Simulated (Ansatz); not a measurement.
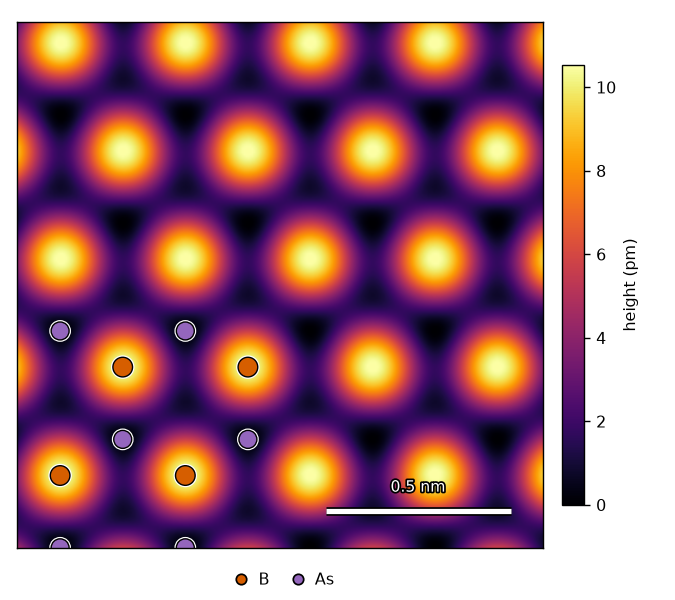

Constant-current image at a set point of 7.5 × 10⁻⁶ e/Å³ of BAs(111) (F-43m bulk, 8 atomic planes (those closer than 0.6 Å count as one), 9 Å, B-terminated), sample bias −0.25 V. The atoms seen from above are drawn over one corner (deeper ones smaller).

Tersoff–Hamann simulation (s-wave tip); biases are sample biases. Bias windows are sharp sums over the levels of the k mesh.

These are results of Ansatz 0.2.0, DFT PBE, scalar-relativistic, plane waves, PAW, not measurements. Cutoff 420 eV, 21 × 21 k-points, Gaussian smearing 0.05 eV, dipole correction. The slab is a cut without reconstruction beyond its cell, at the source's lattice constants, with its lower half held fixed and the rest relaxed. Real surfaces of this kind mostly reconstruct in larger cells, which this cell doesn't allow. No spin polarisation. The run couldn't confirm all of its levels under its output density. The run warns that the functional's potential is rough in the thin density of the vacuum, where the tip is; weak contrasts and barriers may feel it.

### Assign the bright and dark features to the surface structure.

The brightest spots lie over the top B atoms; the darkest points are over the As atoms 0.4 Å below the top plane. The corrugation is 11 pm at a mean tip height of 4.5 Å.
